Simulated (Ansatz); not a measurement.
Input of the run:

```
crystal:
  lattice:
    - [3.8497321722, 0.0, 0.0]
    - [-1.9248660861, 3.3339658589, 0.0]
    - [0.0, 0.0, 4.5349648729]
  atoms:
    - { symbol: Na, position: [0.3333333333, 0.6666666667, 0.25] }
    - { symbol: Na, position: [0.6666666667, 0.3333333333, 0.75] }
    - { symbol: F, position: [0.6666666667, 0.3333333333, 0.25] }
    - { symbol: F, position: [0.3333333333, 0.6666666667, 0.75] }
kpoints:
  mp_grid: { grid: [12, 12, 6] }
  band_path:
    path:
      - [0.0, 0.0, 0.0]
      - [0.5, 0.0, 0.0]
      - [0.3333333333, 0.3333333333, 0.0]
      - [0.0, 0.0, 0.5]
      - [0.5, 0.0, 0.5]
      - [0.3333333333, 0.3333333333, 0.5]
    npoints: 1
hamiltonian:
  xc: r2scan
  dispersion: rvv10
scf:
  occupations: { method: fermi_dirac, width: 0.03 }
  n_extra_bands: 5
output:
  forces: true
  stress: true
  eigenvalues: true
```

Run as:
```bash
ansatz run input.yaml --threads 2 --pin off --max-ram 2211MiB --backend cpu --events-out ev --progress --plain --runs-dir out
```

Predict the main features of the density of states.

There is a gap; over the k points computed it is 6.26 eV (direct among those points). The upper group of valence states starts about 1.3 eV under the valence-band top (which lies at −3.2 eV on this axis), with a gap beneath it; it holds about 12 electrons a cell. Within the window shown, the tallest peak of the filled states lies 0.3 eV under the valence-band top, at about 13 states per eV and cell.

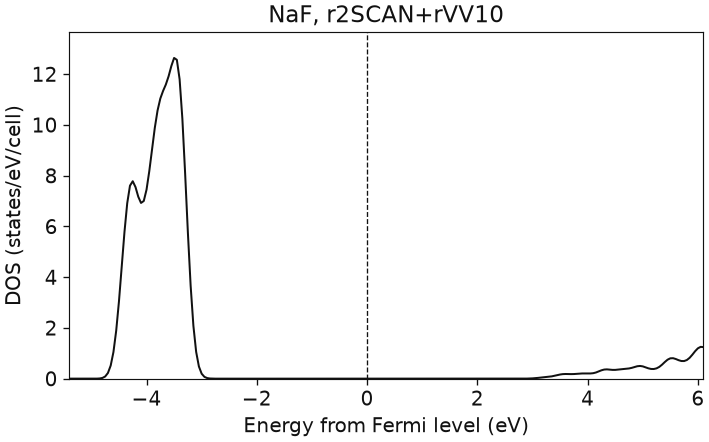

Density of states. Energies are counted from the Fermi level. The curve is built from the levels of the k mesh with Gaussians 0.3 eV wide, which also blur the band edges.
